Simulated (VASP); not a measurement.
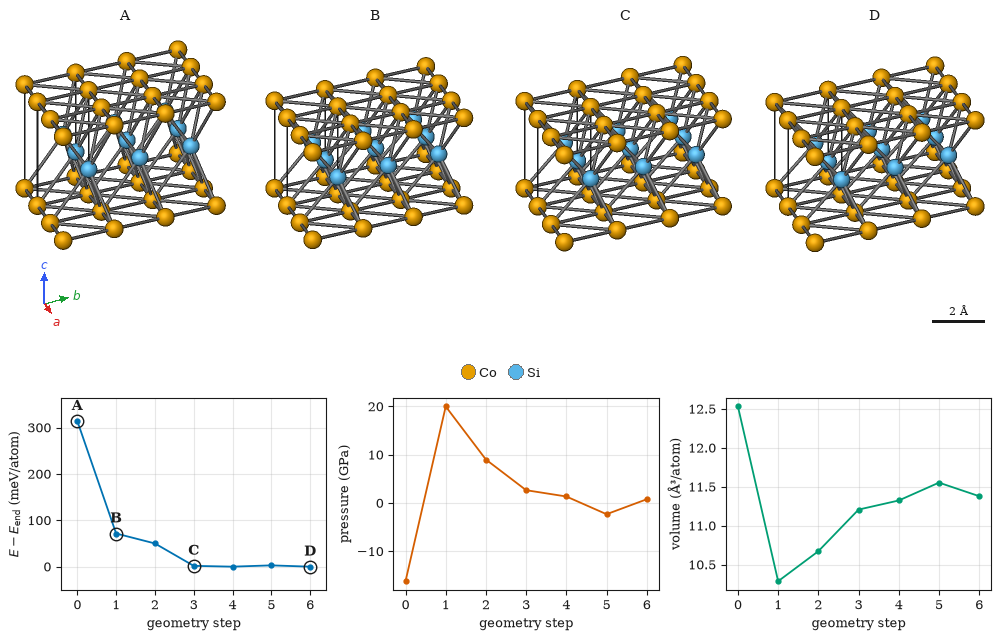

Frames of a relaxation of a crystal of CoSi (a generated structure, set up in P-6m2), marked on the history of the run. The picture is a ball-and-stick view of the cell of the calculation, repeated 3 × 3 × 1 with one cell outlined, seen slightly off an axis.

The run lets cell and atoms move.

Theory: Kohn-Sham DFT of a periodic cell, PBE, VASP PAW PBE potentials, recommended in VASP 6.6.1.

The input:
```
ALGO = Fast ; EDIFF = 1E-4
EDIFFG = -0.08 ; ENCUT = 520
GGA = PE ; IBRION = 2
ISIF = 3 ; ISMEAR = 0
ISPIN = 2 ; LASPH = True
LCHARG = False ; LMAXMIX = 4
LORBIT = 11 ; LREAL = False
LWAVE = False ; MAGMOM = 2 0
NELM = 60 ; NSW = 24
PREC = Normal ; SIGMA = 0.15
```

Launched with:
```bash
cat potpaw_PBE.64/Co/POTCAR potpaw_PBE.64/Si/POTCAR > POTCAR
mpirun -np 1 vasp_std > vasp.out
```

What happens along the run?

Over 6 geometry steps the energy falls by 314 meV per atom. All forces vanish by symmetry, so only the cell relaxes. Pressure: −16.20 GPa at the start and 0.78 GPa at the end. The atoms keep their places relative to the cell (all moves are under 0.005 Å). The drawn cell changes as follows: a = b 2.631 → 2.752 Å (+4.6 %), c 4.181 → 3.470 Å (−17.0 %); the volume changes by −9.2 %. Some distances before and after: Co–Si 2.584 → 2.353 Å, Co–Co 2.631 → 2.752 Å. Among the angles between lasting bonds that change: Co–Si–Co 108.0° → 95.0°, Co–Si–Co 61.2° → 71.6°, Co–Si–Co 145.8° → 140.5°. The space group stays P-6m2 (No. 187). From step 0 to 1: volume −17.9 %, energy −243 meV per atom. From step 1 to 3: volume +8.9 %, energy −69.8 meV per atom. From step 3 to 6: volume +1.5 %, energy −1.8 meV per atom.

| step | E − E(0), meV/atom | pressure, GPa | volume, Å³/atom |
| --- | --- | --- | --- |
| 0 | 0.00 | -16.20 | 12.531 |
| 1 | -242.56 | 20.00 | 10.287 |
| 2 | -264.03 | 9.00 | 10.672 |
| 3 | -312.33 | 2.66 | 11.207 |
| 4 | -314.05 | 1.35 | 11.324 |
| 5 | -311.28 | -2.32 | 11.553 |
| 6 | -314.10 | 0.78 | 11.379 |
